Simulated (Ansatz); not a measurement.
Structure data:

```
CELL_PARAMETERS angstrom
4.26751 0.00000 0.00000
0.00000 4.26751 0.00000
0.00000 0.00000 4.26751
ATOMIC_POSITIONS crystal
Zn 0.00000 0.00000 0.00000
O 0.50000 0.00000 0.00000
Zn 0.00000 0.50000 0.50000
O 0.50000 0.50000 0.50000
Zn 0.50000 0.00000 0.50000
O 0.00000 0.00000 0.50000
Zn 0.50000 0.50000 0.00000
O 0.00000 0.50000 0.00000
```

> Give a crystallographic description of this input.

The structure is one of ZnO. It is face-centred cubic, space group Fm-3m (No. 225). The structure is of the kind named rock salt (NaCl type). The cell has 8 atoms, namely 4 Zn, 4 O. Zn is surrounded by six O in an octahedral arrangement at 2.13 Å. The O atoms are each bonded to six Zn in an octahedral arrangement at 2.13 Å. The bonds build a three-dimensional framework.

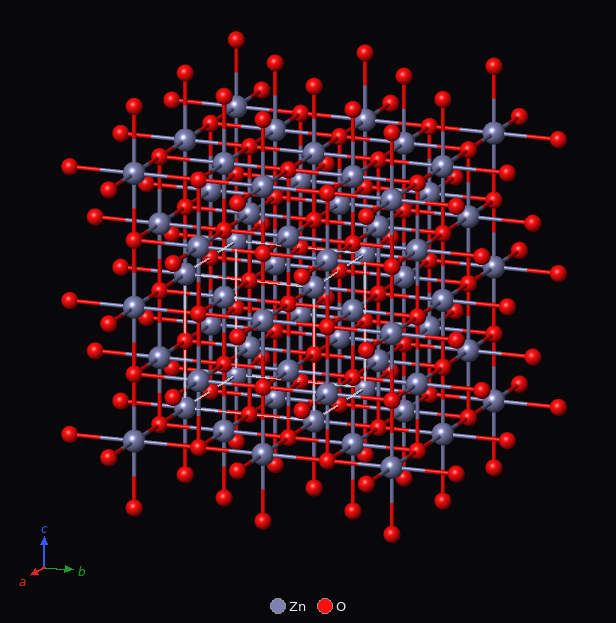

Structure drawing (ball-and-stick), viewed slightly off an axis. Solid lines give the conventional unit cell, repeated here 2×2×2 times. Some neighbours outside the box are added. Colours: zinc blue, oxygen red.

The cell started as a structure listed in the Materials Project. What is shown is the relaxed result from DFT r2SCAN, scalar-relativistic, plane waves, PAW (Ansatz).
